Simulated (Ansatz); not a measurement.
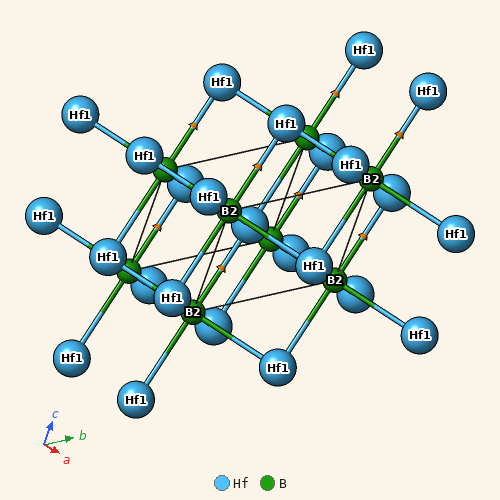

The system is HfB (Fm-3m, No. 225; 2 atoms in the cell); the picture shows the reference structure; orange arrows give the pattern of the mode. The energy is mapped over a normal mode and a strain (zone-centre modes of the 2-atom cell of this scan) (x, y and z along the cube axes). First axis: amplitude of mode 4 (453 cm⁻¹), largest displacement in the unstrained cell. Second axis: normal strain along x. Nothing is relaxed (the pattern is fixed in fractional coordinates). The grid has 5 × 5 points; 15 points were computed and 10 follow by symmetry. Points are written as (first, second). All energies are given in meV per cell relative to the lowest grid point. Theory: DFT PBE, scalar-relativistic, plane waves, PAW in Ansatz. Settings: cutoff 520 eV, k-mesh 16×16×16, gaussian smearing 0.15 eV, no spin polarisation.

Its coordinates:

```
CELL_PARAMETERS angstrom
0.00000 2.41688 2.41688
2.41688 0.00000 2.41688
2.41688 2.41688 0.00000
ATOMIC_POSITIONS crystal
Hf 0.50000 0.50000 0.50000
B 0.00000 0.00000 0.00000
```

Range: amplitude of mode 4 (453 cm⁻¹), largest displacement in the unstrained cell from −0.118 to 0.118 Å; normal strain along x from −7.0 to 7.0 %.

Q: What landscape does the calculation give?

A: The lowest grid point is at (0.000 Å, 0.0 %). It is the only kind of minimum in the scanned range. The highest grid point, (−0.118 Å, −7.0 %), lies 316 meV above the lowest.

```csv
"second ↓, first →",−0.118,−0.059,0.000,0.059,0.118
7.0,166,143,136,143,166
3.5,83,49,38,49,83
0.0,63,15,0,15,63
−3.5,131,68,47,68,131
−7.0,316,235,209,235,316
```

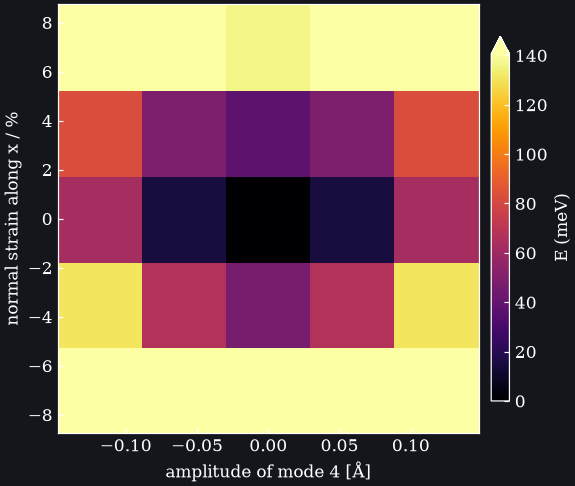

Drawn: one coloured cell a grid point, one colour for all values above the top of the scale.

The whole map (15 points run) took 4.8 min on 1 thread of Arm Neoverse V1, on a shared host.
